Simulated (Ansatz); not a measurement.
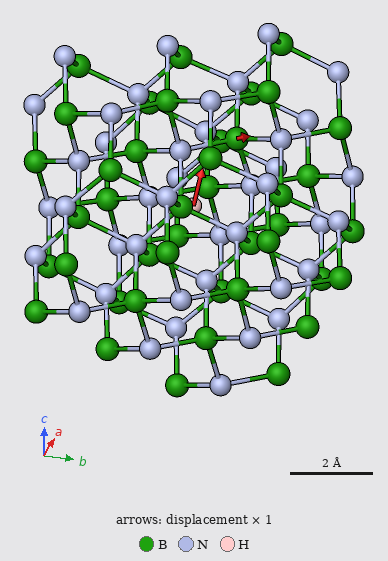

A relaxation of a defect cell of composition B48N48H (cell charge +1). The starting structure is drawn; red arrows show the displacements, at their true length.

Style: ball-and-stick. Shown: the atoms within 5.0 Å of the atom that moves most (axes of the cell of the calculation (origin shifted)), from a free direction.

All numbers below come from DFT, PBEsol, PAW, plane waves (Ansatz). (plane-wave cutoff 420 eV; k-point mesh 1 × 1 × 1; mesh shifted by (0.25, 0.25, 0.25); no spin polarisation; atoms relaxed in a fixed cell; force threshold 0.03 eV/Å; at most 80 steps)

### What happened in the run?

The atom that moves furthest is the H atom (1.02 Å along [1 0 1]). By element the largest moves are H 1.02 Å, B 0.37 Å, N 0.20 Å. The cell stays as it was. Some distances before and after: H–N 1.633 → 1.033 Å, B–N 1.538 → 2.107 Å, B–H 1.972 → 1.410 Å, B–N 1.578 → 1.468 Å. New bonds form, among them: B–H (1.97 → 1.41 Å), H–N (1.63 → 1.03 Å). Bonds break, among them: B–N (1.54 → 2.11 Å). Among the angles between lasting bonds that change: B–N–B 110.9° → 97.5°, B–N–B 107.5° → 119.3°, B–N–B 108.6° → 97.2°. The energy falls by 3.370 eV per cell of the calculation in 12 geometry steps. Largest force component: 2.2 eV/Å at the start, 0.013 eV/Å at the end.

Limits of the set-up: the periodic images lie only 7.6 Å apart, so the values are limited by the cell's size; the cell is charged, on a uniform background, and energies carry no finite-size correction.
